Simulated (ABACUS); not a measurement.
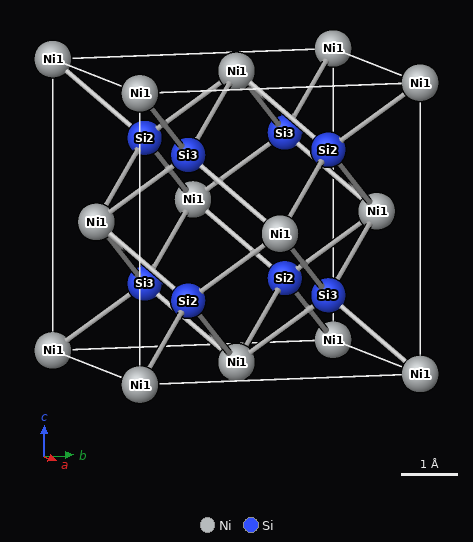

**Figure 1.** The input geometry (ball-and-stick view of the cell 4 times as large as that of the calculation, set on its symmetry axes, seen slightly off an axis; atoms are numbered from 1 in the order of the input). Near neighbours in the crystal (not all of them lie inside the picture): Ni has 8 Si at 2.31 Å; Si has 4 Ni at 2.31 Å.

**Run report: NiSi2, single-point calculation at one volume of an equation of state (part 1 of 3)**

- system: NiSi2 (Fm-3m, 3 atoms in the cell)
- method: Kohn-Sham DFT of a periodic cell, PBE, PseudoDojo NC SR 0.4.1 PBE standard, spin-polarised (ABACUS 3.10.1)

The structure derives from an entry of the Crystallography Open Database. It belongs to a series of runs on one base structure; here: volume scaled by 0.96.

Output:
```
ABACUS v3.10.1

               Atomic-orbital Based Ab-initio Computation at UStc

 ------------------------------------------------------------------------------------

 READING GENERAL INFORMATION
                           global_out_dir = OUT.Si2Ni/
                           global_in_card = INPUT
                               pseudo_dir = ./
                              orbital_dir = ./
                                    DSIZE = 4
                                    GSIZE = 1

 READING UNITCELL INFORMATION
                                    ntype = 2
                  lattice constant (Bohr) = 1.88973
              lattice constant (Angstrom) = 1

 READING ATOM TYPE 1
                               atom label = Ni
                      L=0, number of zeta = 3
                      L=1, number of zeta = 2
                      L=2, number of zeta = 2
                      L=3, number of zeta = 1
             number of atom for this type = 1
               magnetization of element 1 = 1

 READING ATOM TYPE 2
                               atom label = Si
                      L=0, number of zeta = 2
                      L=1, number of zeta = 2
                      L=2, number of zeta = 1
             number of atom for this type = 2
               magnetization of element 2 = 0

                        TOTAL ATOM NUMBER = 3
DIRECT COORDINATES
    atom                   x                   y                   z     mag                  vx                  vy                  vz
taud_Ni1            0.0000000000        0.0000000000        0.0000000000  1.0000        0.0000000000        0.0000000000        0.0000000000
taud_Si1            0.7500000000        0.7500000000        0.7500000000  0.0000        0.0000000000        0.0000000000        0.0000000000
taud_Si2            0.2500000000        0.2500000000        0.2500000000  0.0000        0.0000000000        0.0000000000        0.0000000000

                          Volume (Bohr^3) = 255.88
                             Volume (A^3) = 37.9174

 Lattice vectors: (Cartesian coordinate: in unit of a_0)
                   +0            +2.66647            +2.66647
             +2.66647                  +0            +2.66647
             +2.66647            +2.66647                  +0
 Reciprocal vectors: (Cartesian coordinate: in unit of 2 pi/a_0)
            -0.187514           +0.187514           +0.187514
            +0.187514           -0.187514           +0.187514
            +0.187514           +0.187514           -0.187514
 The esolver type has been set to : ksdft_lcao

                PAO radial cut off (Bohr) = 10

 Read in pseudopotential file is Ni.upf
                     pseudopotential type = NC
          exchange-correlation functional = PBE
                 nonlocal core correction = 1
                        valence electrons = 18
                                     lmax = 2
                           number of zeta = 4
                     number of projectors = 6
                           L of projector = 0
                           L of projector = 0
                           L of projector = 1
                           L of projector = 1
                           L of projector = 2
                           L of projector = 2
                PAO radial cut off (Bohr) = 10

 Read in pseudopotential file is Si.upf
                     pseudopotential type = NC
          exchange-correlation functional = PBE
                 nonlocal core correction = 1
                        valence electrons = 4
                                     lmax = 2
                           number of zeta = 2
                     number of projectors = 6
                           L of projector = 0
                           L of projector = 0
                           L of projector = 1
                           L of projector = 1
                           L of projector = 2
                           L of projector = 2
     initial pseudo atomic orbital number = 18
 The readin total magnetization is 1

 SETUP THE ELECTRONS NUMBER
            electron number of element Ni = 18
      total electron number of element Ni = 18
            electron number of element Si = 4
      total electron number of element Si = 8
            AUTOSET number of electrons:  = 26
                           occupied bands = 13
                                   NLOCAL = 52
                                   NBANDS = 18
                                   NBANDS = 18
                                   NLOCAL = 52

%%%%%%%%%%%%%%%%%%%%%%%%%%%%%%%%%%%%%%%%%%%%%%%%%%%%%%%%%%%%%%%%%%%%%%%%%%%%%%%%%%%%%%%%%%%%%%%%%%%%%%%%%%
 Warning: the number of valence electrons in pseudopotential > 10 for Ni: [Ar] 3d8 4s2
 Pseudopotentials with additional electrons can yield (more) accurate outcomes, but may be less efficient.
 If you're confident that your chosen pseudopotential is appropriate, you can safely ignore this warning.
%%%%%%%%%%%%%%%%%%%%%%%%%%%%%%%%%%%%%%%%%%%%%%%%%%%%%%%%%%%%%%%%%%%%%%%%%%%%%%%%%%%%%%%%%%%%%%%%%%%%%%%%%%

 SETUP THE PLANE WAVE BASIS
 energy cutoff for charge/potential (unit:Ry) = 400
            fft grid for charge/potential = [ 45, 45, 45 ]
                        fft grid division = [ 3, 3, 3 ]
        big fft grid for charge/potential = [ 15, 15, 15 ]
                                     nbxx = 900
                                     nrxx = 24300

 SETUP PLANE WAVES FOR CHARGE/POTENTIAL
                    number of plane waves = 34621
                         number of sticks = 1393

 PARALLEL PW FOR CHARGE/POTENTIAL
     PROC   COLUMNS(POT)             PW
        1            348           8654
        2            348           8655
        3            348           8654
        4            349           8658
 --------------- sum -------------------
        4           1393          34621
                            number of |g| = 344
                                  max |g| = 36.146
                                  min |g| = 0

----------- Double Check Mixing Parameters Begin ------------
mixing_type: broyden
mixing_beta: 0.4
mixing_gg0: 1
mixing_gg0_min: 0.1
mixing_beta_mag: 1.6
mixing_gg0_mag: 0
mixing_ndim: 8
----------- Double Check Mixing Parameters End ------------

 LATTICE VECTORS: (CARTESIAN COORDINATE: IN UNIT OF A0)
                   +0            +2.66647            +2.66647
             +2.66647                  +0            +2.66647
             +2.66647            +2.66647                  +0
                       right hand lattice = 1
                                   NORM_A = 3.77096
                                   NORM_B = 3.77096
                                   NORM_C = 3.77096
                           ALPHA (DEGREE) = 60
                           BETA  (DEGREE) = 60
                           GAMMA (DEGREE) = 60

 The lattice vectors have been changed (STRU_SIMPLE.cif)

(for optimal symmetric configuration:)
                             BRAVAIS TYPE = 3
                     BRAVAIS LATTICE NAME = 03. Cubic F (face-centered)
                                    ibrav = 3
                                    IBRAV = 3
                                  BRAVAIS = FACE CENTERED CUBIC
                       LATTICE CONSTANT A = 5.33294
Original cell was already a primitive cell.
                        ROTATION MATRICES = 48
              PURE POINT GROUP OPERATIONS = 48
                   SPACE GROUP OPERATIONS = 48
                              POINT GROUP = O_h
               POINT GROUP IN SPACE GROUP = O_h

 SETUP K-POINTS
                                    nspin = 2
                   Input type of k points = Monkhorst-Pack(Gamma)
                                   nkstot = 729
                       right hand lattice = 1
(for reciprocal lattice: )
                             BRAVAIS TYPE = 2
                     BRAVAIS LATTICE NAME = 02. Cubic I (body-centered)
                                    ibrav = 2
                       right hand lattice = 1
(for k-lattice: )
                             BRAVAIS TYPE = 2
                     BRAVAIS LATTICE NAME = 02. Cubic I (body-centered)
                                    ibrav = 2
                       right hand lattice = 1
                        ROTATION MATRICES = 48
                               nkstot_ibz = 35
K-POINTS REDUCTION ACCORDING TO SYMMETRY
     IBZ    DIRECT_X    DIRECT_Y    DIRECT_Z  WEIGHT  ibz2bz
       1  0.00000000  0.00000000  0.00000000  0.0014       0
       2  0.11111111  0.11111111  0.11111111  0.0110       1
       3  0.22222222  0.22222222  0.22222222  0.0110       2
       4  0.33333333  0.33333333  0.33333333  0.0110       3
       5  0.44444444  0.44444444  0.44444444  0.0110       4
       6  0.11111111  0.11111111  0.00000000  0.0082      10
       7  0.22222222  0.22222222  0.11111111  0.0329      11
       8  0.33333333  0.33333333  0.22222222  0.0329      12
       9  0.44444444  0.44444444  0.33333333  0.0329      13
      10 -0.44444444  0.44444444  0.44444444  0.0329      14
      11  0.44444444  0.33333333  0.33333333  0.0329      15
      12  0.22222222  0.22222222  0.33333333  0.0329      16
      13  0.22222222  0.11111111  0.11111111  0.0165      17
      14  0.22222222  0.22222222  0.00000000  0.0082      20
      15  0.33333333  0.11111111  0.33333333  0.0329      21
      16  0.44444444  0.44444444  0.22222222  0.0329      22
      17 -0.33333333  0.44444444  0.44444444  0.0329      23
      18 -0.44444444  0.33333333  0.33333333  0.0329      24
      19  0.44444444  0.22222222  0.22222222  0.0165      25
      20  0.33333333  0.33333333  0.00000000  0.0082      30
      21  0.44444444  0.44444444  0.11111111  0.0329      31
      22 -0.22222222  0.44444444  0.44444444  0.0329      32
      23 -0.33333333  0.33333333  0.33333333  0.0165      33
      24  0.44444444  0.44444444  0.00000000  0.0082      40
      25 -0.11111111  0.44444444  0.44444444  0.0165      41
      26  0.33333333  0.11111111  0.22222222  0.0329     102
      27  0.44444444  0.33333333  0.22222222  0.0658     103
      28 -0.44444444  0.44444444  0.33333333  0.0658     104
      29  0.44444444  0.33333333  0.11111111  0.0329     112
      30 -0.44444444  0.44444444  0.22222222  0.0658     113
[... 5 further k points ...]

                               nkstot now = 35
[... K-POINTS DIRECT COORDINATES: 35 rows ...]

           k-point number in this process = 35
       minimum distributed K point number = 35
[... stars of the k points ...]
                             nks(nspin=2) = 70
                          nkstot(nspin=2) = 70

[... K-POINTS CARTESIAN COORDINATES: 70 rows ...]

[... K-POINTS DIRECT COORDINATES: 70 rows ...]

 SETUP PLANE WAVES FOR WAVE FUNCTIONS
     energy cutoff for wavefunc (unit:Ry) = 100
              fft grid for wave functions = [ 45, 45, 45 ]
                    number of plane waves = 5601
                         number of sticks = 421

 PARALLEL PW FOR WAVE FUNCTIONS
     PROC   COLUMNS(POT)             PW
        1            105           1400
        2            106           1402
        3            105           1399
        4            105           1400
 --------------- sum -------------------
        4            421           5601

 SET NONLOCAL PSEUDOPOTENTIAL PROJECTORS
 SET NONLOCAL PSEUDOPOTENTIAL PROJECTORS
 max number of nonlocal projetors among all species is 6

 -------------------------------------------
 SELF-CONSISTENT
 -------------------------------------------

 SETUP SEARCHING RADIUS FOR PROGRAM TO SEARCH ADJACENT ATOMS
                  longest orb rcut (Bohr) = 7
   longest nonlocal projector rcut (Bohr) = 1.94
                     search radius (Bohr) = 17.9
              searching radius is (Bohr)) = 17.9
         searching radius unit is (Bohr)) = 1.89
                         PeriodicBoundary = 1
                        Radius(unit:lat0) = 9.46
                                   glayer = [ 5, 5, 5 ]
                             glayer_minus = [ 4, 4, 4 ]

Find the coordinate range of the input atom(unit:lat0).
                                  min_tau = [ -21.3, -21.3, -21.3 ]
                                  max_tau = [ 25.3, 25.3, 25.3 ]
                                BoxNumber = [ 9, 9, 9 ]

 SETUP EXTENDED REAL SPACE GRID FOR GRID INTEGRATION
                          real space grid = [ 45, 45, 45 ]
                 big cell numbers in grid = [ 15, 15, 15 ]
             meshcell numbers in big cell = [ 3, 3, 3 ]
                        extended fft grid = [ 19, 19, 19 ]
                dimension of extened grid = [ 54, 54, 54 ]
                            UnitCellTotal = 125
              Atom number in sub-FFT-grid = 3
    Local orbitals number in sub-FFT-grid = 52
                                ParaV.nnr = 54506
                                 init_chg = atomic

 LCAO ALGORITHM --------------- ION=   1  ELEC=   1--------------------------------
          total magnetism (Bohr mag/cell) = 0.160356
       absolute magnetism (Bohr mag/cell) = 0.218246
                        nelec for spin up = 13.0802
                      nelec for spin down = 12.9198

 Density error is 0.081255121743
----------------------------------------------------------
     Energy           Rydberg                 eV
----------------------------------------------------------
 E_KohnSham     -352.4675952860      -4795.5676562470
 E_Harris       -341.8387545130      -4650.9548586003
 E_Fermi        1.0030565756         13.6472848445
----------------------------------------------------------

 LCAO ALGORITHM --------------- ION=   1  ELEC=   2--------------------------------
          total magnetism (Bohr mag/cell) = -0.0321355
       absolute magnetism (Bohr mag/cell) = 0.0819431
                        nelec for spin up = 12.9839
                      nelec for spin down = 13.0161

 Density error is 0.0766905277288
----------------------------------------------------------
     Energy           Rydberg                 eV
----------------------------------------------------------
 E_KohnSham     -352.4898479752      -4795.8704196169
 E_Harris       -365.6409859010      -4974.8008305907
 E_Fermi        1.0938659868         14.8828102690
----------------------------------------------------------

 LCAO ALGORITHM --------------- ION=   1  ELEC=   3--------------------------------
          total magnetism (Bohr mag/cell) = -0.0187606
       absolute magnetism (Bohr mag/cell) = 0.0285327
                        nelec for spin up = 12.9906
                      nelec for spin down = 13.0094

 Density error is 0.0312919698081
----------------------------------------------------------
     Energy           Rydberg                 eV
----------------------------------------------------------
 E_KohnSham     -352.5465964971      -4796.6425228673
 E_Harris       -349.2102309488      -4751.2489408003
 E_Fermi        1.0302228194         14.0169005538
----------------------------------------------------------

 LCAO ALGORITHM --------------- ION=   1  ELEC=   4--------------------------------
          total magnetism (Bohr mag/cell) = 0.00172049
       absolute magnetism (Bohr mag/cell) = 0.0047112
                        nelec for spin up = 13.0009
                      nelec for spin down = 12.9991

 Density error is 0.0239363612328
----------------------------------------------------------
     Energy           Rydberg                 eV
----------------------------------------------------------
 E_KohnSham     -352.5497142303      -4796.6849418036
 E_Harris       -354.4159708587      -4822.0766658807
 E_Fermi        1.0481318039         14.2605647874
----------------------------------------------------------

 LCAO ALGORITHM --------------- ION=   1  ELEC=   5--------------------------------
          total magnetism (Bohr mag/cell) = -0.000385709
       absolute magnetism (Bohr mag/cell) = 0.0110179
                        nelec for spin up = 12.9998
                      nelec for spin down = 13.0002

 Density error is 0.00563549829912
----------------------------------------------------------
     Energy           Rydberg                 eV
----------------------------------------------------------
 E_KohnSham     -352.5504734241      -4796.6952711657
 E_Harris       -353.1009847807      -4804.1853624295
 E_Fermi        1.0452109799         14.2208249390
----------------------------------------------------------

 LCAO ALGORITHM --------------- ION=   1  ELEC=   6--------------------------------
          total magnetism (Bohr mag/cell) = 0.000563519
       absolute magnetism (Bohr mag/cell) = 0.00336134
                        nelec for spin up = 13.0003
                      nelec for spin down = 12.9997

 Density error is 0.00205417132389
----------------------------------------------------------
     Energy           Rydberg                 eV
----------------------------------------------------------
 E_KohnSham     -352.5505692763      -4796.6965753013
 E_Harris       -352.5329389645      -4796.4567026040
 E_Fermi        1.0437505228         14.2009544005
----------------------------------------------------------

 LCAO ALGORITHM --------------- ION=   1  ELEC=   7--------------------------------
          total magnetism (Bohr mag/cell) = 0.000520921
       absolute magnetism (Bohr mag/cell) = 0.00209137
                        nelec for spin up = 13.0003
                      nelec for spin down = 12.9997

 Density error is 0.00108058506966
```
